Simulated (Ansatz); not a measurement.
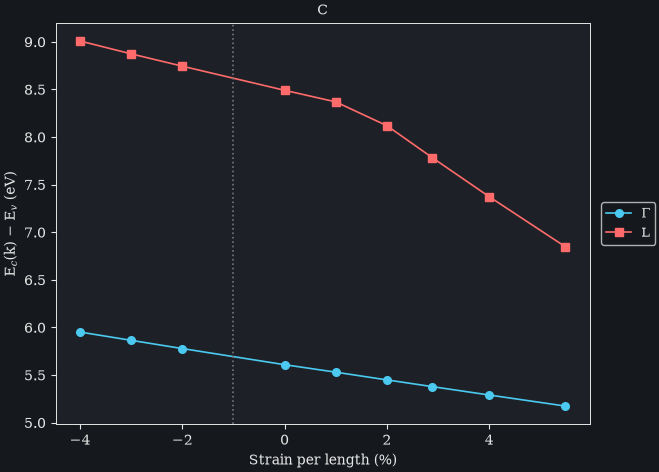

Lowest conduction level at each named k point, counted from the valence-band top at Γ. The names follow the standardised cell of this lattice; in reduced coordinates of the cell that was run, L is (0.5, 0.5, 0.5). One run is left out (dotted line).

System: diamond-type C, space group Fd-3m, 2 atoms in the primitive cell, relaxed with r2SCAN; unstrained, cubic a = 3.560 Å. All lengths are scaled by the strain listed; symmetry fixes the atoms. Points keep the names and reduced coordinates of the unstrained primitive cell. Method: PBE, Ansatz PAW set, no spin polarisation, no spin-orbit coupling, 12×12×12 k mesh, 420 eV cutoff (Ansatz 0.2.0).

| strain | Γ (eV) | L (eV) |
| --- | --- | --- |
| −4 % | 5.95 | 9.01 |
| −3 % | 5.86 | 8.87 |
| −2 % | 5.78 | 8.74 |
| 0 % | 5.61 | 8.49 |
| +1 % | 5.53 | 8.37 |
| +2 % | 5.45 | 8.12 |
| +2.89 % | 5.38 | 7.78 |
| +4 % | 5.29 | 7.37 |
| +5.49 % | 5.17 | 6.85 |

Q: Fill in the row for −1 %.

A: Fits through the other points give 5.70 eV at Γ (a straight line) and 8.69 eV at L (a parabola). The run itself gives 5.69 and 8.62 eV; the largest miss is 0.07 eV, at L.

Q: How fast does it move with strain?

A: A straight line through the points has a slope of −82 at Γ (meV for each 1 % of strain). No slope is given for L, where the curve bends too much.

The smallest gap over all k points computed is 4.44, 4.36, 4.28, 4.21, 4.15, 4.09, 4.02, 3.97, 3.90 and 3.81 eV in turn; it lies up to 1.51 eV under the lowest value plotted. LDA, GGA and most meta-GGA functionals understate gaps. Diamond is metastable; the stable form of carbon is graphite.
